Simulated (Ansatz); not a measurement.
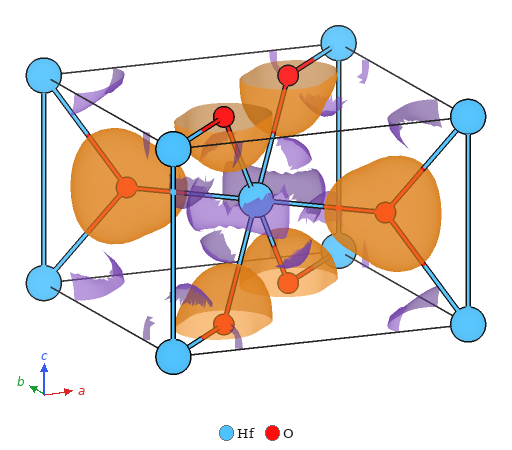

The picture shows: HfO2. Bonding charge density, ρ(crystal) − Σ ρ(neutral atoms): orange surfaces at +0.1 and purple ones at −0.1 e/Å³, in the conventional cell seen slightly off an axis (the regions close to the nuclei are left out). Cores are masked to 1.0 Å (Hf) and 0.6 Å (O).

Space group P4_2/mnm; the calculation finds a residual pressure of about 9 GPa at this fixed cell. This isn't the usual form at ambient conditions. The cell comes from a database of computed structures, not from a measurement.

Method: DFT PBE, scalar-relativistic, plane waves, PAW in Ansatz.

Core electrons are frozen (PAW), so the fields are smoothed inside the atomic spheres.

Where does charge go when the atoms form this crystal?

Hf–O (2.08 Å): Δρ is +0.05 e/Å³ at the midpoint (close to a masked core, so read it with care).
Hf–Hf (3.21 Å): Δρ is −0.02 e/Å³ at the midpoint.
Over the whole cell, outside the masked cores, the largest gain lies at the edge of the masked core of O, and the largest loss lies at the edge of the masked core of Hf.
In all about 0.34 e an atom is rearranged against the free atoms.
Bader charges: Hf +2.66 and O −1.33 e.

Does the calculation give a gap?

It is gapped, with a Kohn–Sham gap of 4.0 eV on the k-point mesh.

Run time: 45 s on 2 threads of Intel(R) Xeon(R) Platinum 8259CL CPU @ 2.50GHz (Skylake/Cascade Lake), with other jobs on the host, peak memory 0.54 GiB.
